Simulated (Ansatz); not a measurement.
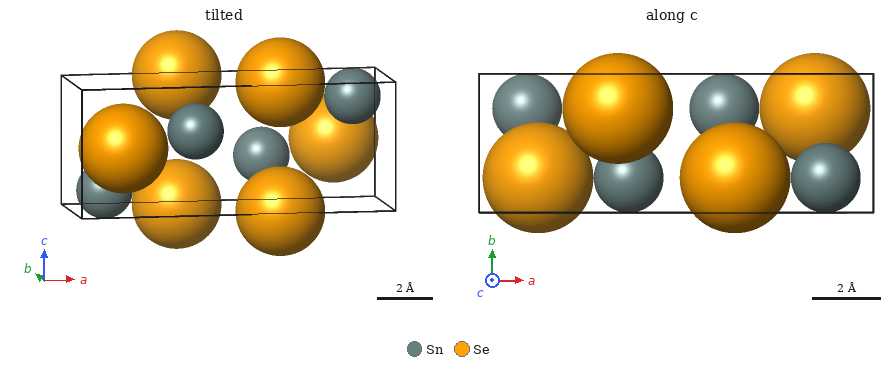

Structure drawing (space-filling), viewed slightly off an axis and along the c axis. One conventional unit cell is framed, with atoms on its boundary repeated.

SnSe, space group Pnma (No. 62), a = 11.74 Å, b = 4.13 Å, c = 4.78 Å, α = 90.00°, β = 90.00°, γ = 90.00°.

Theory: DFT, HSE06, plane waves, PAW in Ansatz. Numerical settings: plane-wave cutoff 420 eV, a 2×4×4 mesh of k-points, no spin polarisation.

Question: How large a gap does the method give, if there is one?

Answer: A semiconductor at this level, with a gap of 1.27 eV, indirect; the smallest direct gap is 1.66 eV.

Question: Under what pressure is the structure?

Answer: The computed pressure is -0.8 GPa (stretched: it would shrink).

The initial geometry was a structure listed in the Materials Project. The cell was then strained or its atoms displaced on purpose. Ansatz was used for an electronic-structure calculation on it.
